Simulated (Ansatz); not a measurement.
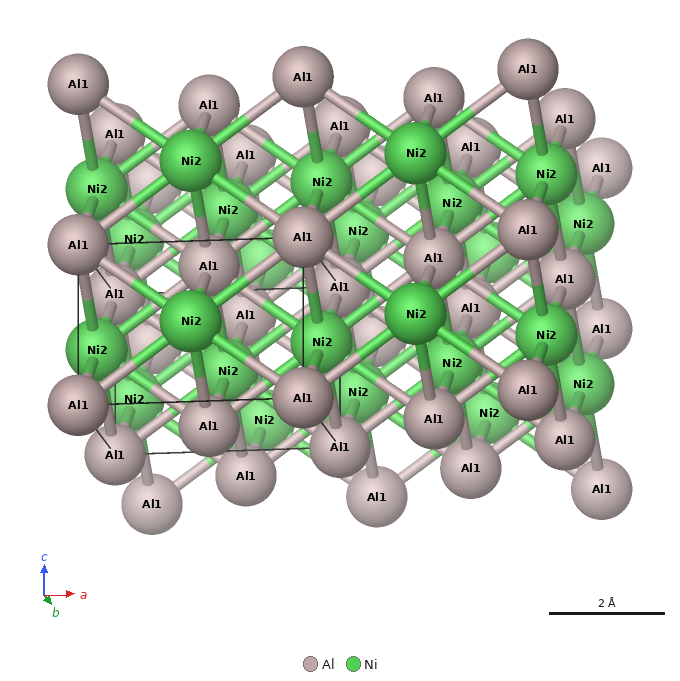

Figure 1. The input geometry of run A (ball-and-stick view of the cell 2 times as large as that of the calculation, set on its symmetry axes, repeated 2 × 2 × 2, seen at an oblique angle; atoms are numbered from 1 in the order of the input). An atom can appear more than once, as a periodic image.

## Two runs on AlNi

System: AlNi (Cmmm, 2 atoms in the cell).
Method of run A: DFT PBEsol, scalar-relativistic, plane waves, PAW, no spin polarisation (Ansatz 0.2.0).

The structure derives from an entry of the Crystallography Open Database. Text and figures count atoms from 1; the logs count them from 0 in places.

The input, run A:
```yaml
crystal:
  lattice:
    - [2.8621655516, 0.0, -0.057243311]
    - [0.0, 2.8621655516, 0.0]
    - [-0.057243311, 0.0, 2.8621655516]
  atoms:
    - { symbol: Al, position: [0.0, 0.0, 0.0] }
    - { symbol: Ni, position: [0.5, 0.5, 0.5] }
basis:
  ecutwfc: 420
kpoints:
  mp_grid: { grid: [20, 20, 20] }
hamiltonian:
  xc: pbesol
scf:
  occupations: { method: gaussian, width: 0.15 }
output:
  forces: true
  stress: true
  eigenvalues: true
```

Launched with:
```bash
ansatz run input.yaml --threads 1 --pin off --max-ram 2560MiB --backend cpu --events-out ev --progress --plain --runs-dir out
```

Hardware: 1 thread of Intel Xeon @ 2.50GHz (Skylake/Cascade Lake), 189 GiB of memory available, shared host.

Output, shortened to warnings, some set-up lines, iterations and results (run A):
```
Basis set: ecut = 420 eV, 461 PW (Γ), exchange–correlation on 40×40×40 points (8 copies of the dense FFT grid, shifted against one another)
Symmetry: 8 space group operations
k-points: 1221 of 8000
Initial density: superposition of atomic densities (neutral atoms: chi_scale 0, normalization atom), corrected by the library's trained network
[...]
SCF iter   1: F=—  HF=-6330.859697 eV  |F-HF|=—  |Δ(HF+E_count)|=         —  Δρ=1.93e-2  dr2=5.06e-2  ethr=1.77e-3  ⟨swp⟩=4.4  Hψ=82036  notcnv=0
SCF iter   2: F=—  HF=-6330.853578 eV  |F-HF|=—  |Δ(HF+E_count)|=   6.12e-3  Δρ=6.64e-3  dr2=6.87e-3  ethr=2.41e-4  ⟨swp⟩=1.7  Hψ=29592  notcnv=0  defer=50
SCF iter   3: F=—  HF=-6330.852796 eV  |F-HF|=—  |Δ(HF+E_count)|=   7.81e-4  Δρ=1.02e-3  dr2=1.78e-4  ethr=3.27e-5  ⟨swp⟩=1.0  Hψ=18038  notcnv=0  defer=51
SCF iter   4: F=—  HF=-6330.852772 eV  |F-HF|=—  |Δ(HF+E_count)|=   2.41e-5  Δρ=7.22e-5  dr2=3.98e-7  ethr=8.47e-7  ⟨swp⟩=1.4  Hψ=19843  notcnv=0  defer=51
SCF iter   5: F=—  HF=-6330.852776 eV  |F-HF|=—  |Δ(HF+E_count)|=   3.72e-6  Δρ=1.02e-5  dr2=1.72e-8  ethr=1.89e-9  ⟨swp⟩=2.0  Hψ=30004  notcnv=0  defer=51
SCF iter   6: F=-6330.852776 eV  HF=-6330.852776 eV  |F-HF|=1.46e-10  |Δ(HF+E_count)|=  1.16e-10  Δρ=9.67e-7  dr2=1.56e-10  ethr=8.21e-11  ⟨swp⟩=3.1  Hψ=59035  notcnv=0
SCF 1 converged in 6 iterations: F = -6330.852776 eV  dr2 = 1.56e-10
SCF converged after 6 iterations
Free energy (F): -6330.852776 eV
Harris-Foulkes:  -6330.852776 eV  (|F-HF|=1.46e-10)
Internal energy: -6330.843202 eV  (E = F + TS)
E sigma→0 (E₀):  -6330.847989 eV
Entropy (-TS):   -0.009574 eV (-4.787 meV/atom)
Fermi energy:    14.196753 eV
--- Per-component energies (eV) ---
  E_band       = -331.491474
  E_kinetic    = 312.192025
  E_local      = -4418.276211  (includes V_loc(G=0)·N_el)
  E_nonlocal   = 648.714241
  E_hartree    = 1899.943632
  E_xc         = -125.928692
  E_vxc        = -141.168628  (∫ρ·V_xc dr)
  E_paw        = -2052.795316  (= ΣΔE_a)
  E_vpaw       = -532.841598  (= ΣTr[D̂ρ^β])
  E_aug_tail   = 0.000454  (compensation charges beyond the density's cutoff)
  E_ewald      = -2594.909763
  E_core_change = 0.216428  (= ΣΔE_core)
  E_smearing   = -0.009574  (= −TS)
  E_closure    = -0.000000  (closes the sum)
  Σ components = -6330.852776   (vs F -6330.852776, Δ=0.00e0)
--- Forces (eV/Å), atoms counted from 1 ---
  atom   1  Al     0.00000000     0.00000000     0.00000000
  atom   2  Ni     0.00000000     0.00000000     0.00000000
  max |Σ_I F_I| component: 1.30e-29 eV/Å
--- Stress (GPa, compression-positive) ---
        0.294821      -0.000000       5.096059
       -0.000000       0.414248       0.000000
        5.096059       0.000000       0.294821
  P = ⅓ Tr σ = 0.3346 GPa (3.346 kbar)
```

The input of run B differs as follows (lines with − go, lines with + come):
```diff
-    - [2.8621655516, 0.0, -0.057243311]
+    - [2.8621655516, 0.0, 0.0500878972]
-    - [-0.057243311, 0.0, 2.8621655516]
+    - [0.0500878972, 0.0, 2.8621655516]
```

What does this change do to the results?

With the same functional and potentials, run B lies 1.7 meV per atom lower. The number of SCF iterations is the same.

Output, shortened to warnings, some set-up lines, iterations and results (run B):
```
Basis set: ecut = 420 eV, 461 PW (Γ), exchange–correlation on 40×40×40 points (8 copies of the dense FFT grid, shifted against one another)
Symmetry: 8 space group operations
k-points: 1221 of 8000
Initial density: superposition of atomic densities (neutral atoms: chi_scale 0, normalization atom), corrected by the library's trained network
[...]
SCF iter   1: F=—  HF=-6330.863191 eV  |F-HF|=—  |Δ(HF+E_count)|=         —  Δρ=1.93e-2  dr2=5.05e-2  ethr=1.77e-3  ⟨swp⟩=4.4  Hψ=82020  notcnv=0
SCF iter   2: F=—  HF=-6330.857074 eV  |F-HF|=—  |Δ(HF+E_count)|=   6.12e-3  Δρ=6.63e-3  dr2=6.85e-3  ethr=2.41e-4  ⟨swp⟩=1.7  Hψ=29599  notcnv=0  defer=53
SCF iter   3: F=—  HF=-6330.856296 eV  |F-HF|=—  |Δ(HF+E_count)|=   7.79e-4  Δρ=1.02e-3  dr2=1.77e-4  ethr=3.26e-5  ⟨swp⟩=1.0  Hψ=18027  notcnv=0  defer=53
SCF iter   4: F=—  HF=-6330.856272 eV  |F-HF|=—  |Δ(HF+E_count)|=   2.37e-5  Δρ=7.16e-5  dr2=3.99e-7  ethr=8.43e-7  ⟨swp⟩=1.4  Hψ=19685  notcnv=0  defer=54
SCF iter   5: F=—  HF=-6330.856275 eV  |F-HF|=—  |Δ(HF+E_count)|=   2.79e-6  Δρ=1.03e-5  dr2=1.77e-8  ethr=1.90e-9  ⟨swp⟩=2.0  Hψ=30120  notcnv=0  defer=54
SCF iter   6: F=-6330.856275 eV  HF=-6330.856275 eV  |F-HF|=1.43e-10  |Δ(HF+E_count)|=  6.00e-11  Δρ=1.00e-6  dr2=1.47e-10  ethr=8.45e-11  ⟨swp⟩=3.1  Hψ=58877  notcnv=0
SCF 1 converged in 6 iterations: F = -6330.856275 eV  dr2 = 1.47e-10
SCF converged after 6 iterations
Free energy (F): -6330.856275 eV
Harris-Foulkes:  -6330.856275 eV  (|F-HF|=1.43e-10)
Internal energy: -6330.846651 eV  (E = F + TS)
E sigma→0 (E₀):  -6330.851463 eV
Entropy (-TS):   -0.009624 eV (-4.812 meV/atom)
Fermi energy:    14.194804 eV
--- Per-component energies (eV) ---
  E_band       = -331.512291
  E_kinetic    = 312.179479
  E_local      = -4418.401472  (includes V_loc(G=0)·N_el)
  E_nonlocal   = 648.705435
  E_hartree    = 1899.999931
  E_xc         = -125.925814
  E_vxc        = -141.165067  (∫ρ·V_xc dr)
  E_paw        = -2052.789377  (= ΣΔE_a)
  E_vpaw       = -532.831903  (= ΣTr[D̂ρ^β])
  E_aug_tail   = 0.000436  (compensation charges beyond the density's cutoff)
  E_ewald      = -2594.831697
  E_core_change = 0.216428  (= ΣΔE_core)
  E_smearing   = -0.009624  (= −TS)
  E_closure    = 0.000000  (closes the sum)
  Σ components = -6330.856275   (vs F -6330.856275, Δ=0.00e0)
--- Forces (eV/Å), atoms counted from 1 ---
  atom   1  Al    -0.00000000     0.00000000     0.00000000
  atom   2  Ni     0.00000000    -0.00000000     0.00000000
  max |Σ_I F_I| component: 4.99e-29 eV/Å
--- Stress (GPa, compression-positive) ---
        0.231138      -0.000000      -4.456603
       -0.000000       0.323030      -0.000000
       -4.456603      -0.000000       0.231138
  P = ⅓ Tr σ = 0.2618 GPa (2.618 kbar)
```

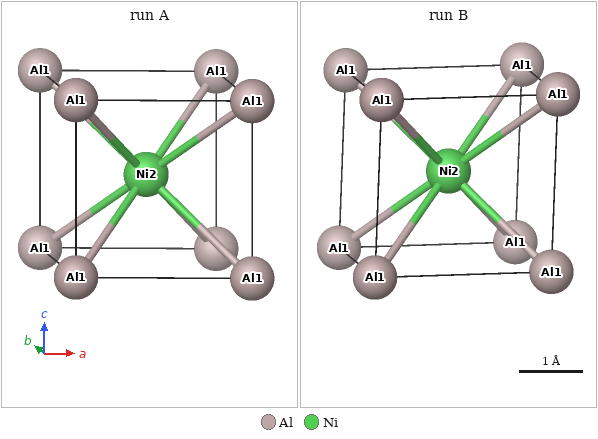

Figure 2. The two input geometries at one scale (ball-and-stick view of the cell of the calculation, seen slightly off an axis). No atom moves by more than 0.005 Å relative to the cell. The drawn cell changes at constant volume: a = c stay at 2.863 Å, b stays at 2.862 Å, β 92.3° → 88.0°. Among the contacts that change: Al1–Ni2 2.512 → 2.450 Å.

The two runs side by side:

| quantity | run A | run B |
| --- | --- | --- |
| outcome | converged | converged |
| free energy per atom (eV) | −3165.4264 | −3165.4281 |
| energy per atom, smearing taken to zero (eV) | −3165.4240 | −3165.4257 |
| gap on the mesh (eV) | 0.00 | 0.00 |
| pressure (GPa) | 0.33 | 0.26 |
| largest force (eV/Å) | 0.000 | 0.000 |
| SCF iterations | 6 | 6 |
| irreducible k-points | 1221 | 1221 |
| plane waves at Γ | 461 | 461 |
| wall time (shared host) | 46 s | 45 s |

For both runs: The run has no spin polarisation, so a magnetic state may lie lower.
